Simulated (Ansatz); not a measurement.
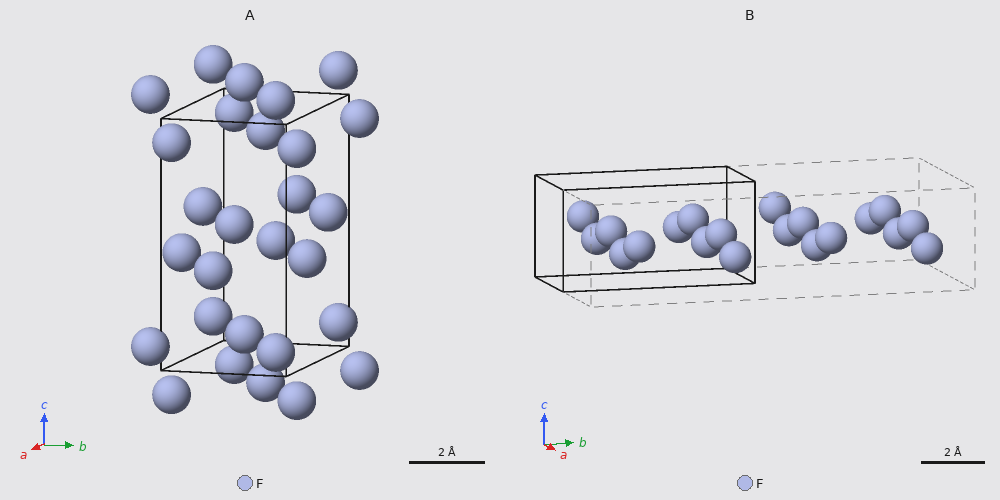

Two structures of F, each relaxed to rest (conventional cells in solid outline, small ones repeated, not to one scale). Method: DFT PBE+D3(BJ), scalar-relativistic, plane waves, PAW (Ansatz), without spin polarisation.

> State the structure in each panel.

A: 8 atoms a cell on a base-centred orthorhombic lattice, Cmce. B: 4 atoms a cell on a base-centred orthorhombic lattice, Cmme.

> Which polymorph is favoured?

A is lower, by 242 meV/atom at this level of theory (energies at zero smearing). Volumes: A 17.1, B 17.4 Å³/atom.

One or both may be structure types tried for this composition rather than known phases.
